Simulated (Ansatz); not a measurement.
**In₉P₈ (cell with a defect): density, localisation and related maps**

```xyz
17
Lattice="0.0000 5.9598 -5.9598 -5.9598 0.0000 -5.9598 -5.9598 5.9598 0.0000" Properties=species:S:1:pos:R:3 pbc="T T T"
In   -8.9388    6.0693   -8.9458
In   -8.9411    8.9418  -11.8198
In   -5.9601    5.9598   -5.9610
In   -6.0680    8.9399   -8.9453
In  -11.8130    8.9432   -8.9465
In   -5.9606    5.9622   -0.0077
In   -8.9398    8.9414   -6.0743
In   -8.9421   11.8143   -8.9461
P    -1.4606    4.5020   -4.5066
P    -1.4616    1.4629   -1.4678
P    -4.4926    4.4936   -7.4333
P    -4.5005    1.4621   -4.5064
P    -4.4910    7.4308   -4.4962
P    -4.5002    4.5015   -1.4675
P    -7.4273    7.4283   -7.4325
P    -7.4305    4.4914   -4.4956
In   -2.9810    2.9828   -2.9885
```

The program warned that a starting moment wasn't kept; spin-polarised, but the moments vanished.

Theory: DFT PBE, scalar-relativistic, plane waves, PAW in Ansatz.

The density is the valence pseudo-density of a PAW calculation; it isn't the true density close to the nuclei.

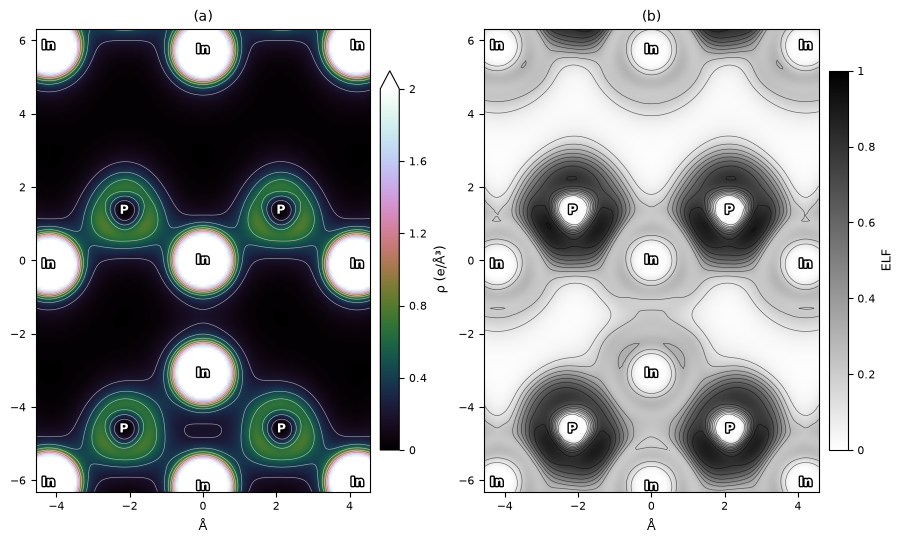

Figure 1. (a) valence charge density (pseudo); (b) electron localisation function on the (101̄) plane of the calculation cell.

Question: Interpret the plot.

Answer: The plane passes through In and P nuclei. In–P (2.53 Å): the density is about 0.46 e/Å³ at the midpoint; the ELF peaks at about 0.90 in the valence shell of P, 0.8 Å from its nucleus, and is about 0.55 at the midpoint. In–P (2.66 Å): ρ at the midpoint is about 0.37 e/Å³; the ELF peaks at about 0.90 in the valence shell of P, 0.9 Å from its nucleus, and is about 0.55 at the midpoint. Between the atoms the lowest density in this plane is 0.01 e/Å³.

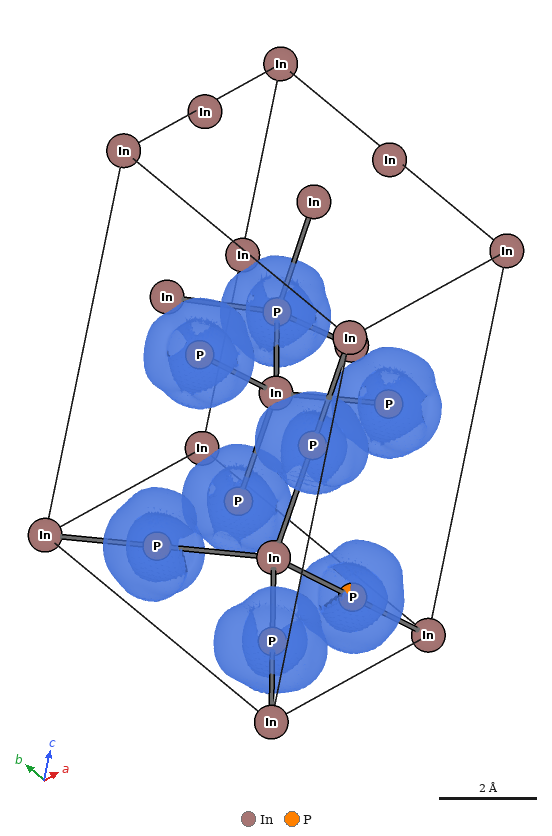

Figure 2. Isosurface of the ELF at 0.75 (blue), seen at an oblique angle. Only the valence region is drawn (cores and ρ < 0.01 e/Å³ removed). Sticks mark near contacts.

Question: What do the ELF domains correspond to?

Answer: At this value the surface marks out eight regions wrapped around P (the valence shell of each), counted in one cell of 17 atoms. Any copies at cell faces, edges or corners count once. Profiles from the grid: In–P (2.63 Å): the ELF peaks at about 0.75 in the valence shell of P, 0.8 Å from its nucleus, and is about 0.35 at the midpoint.

Question: Does the calculation give a band gap?

Answer: It is metallic or semimetallic at this level of theory: no gap opens.
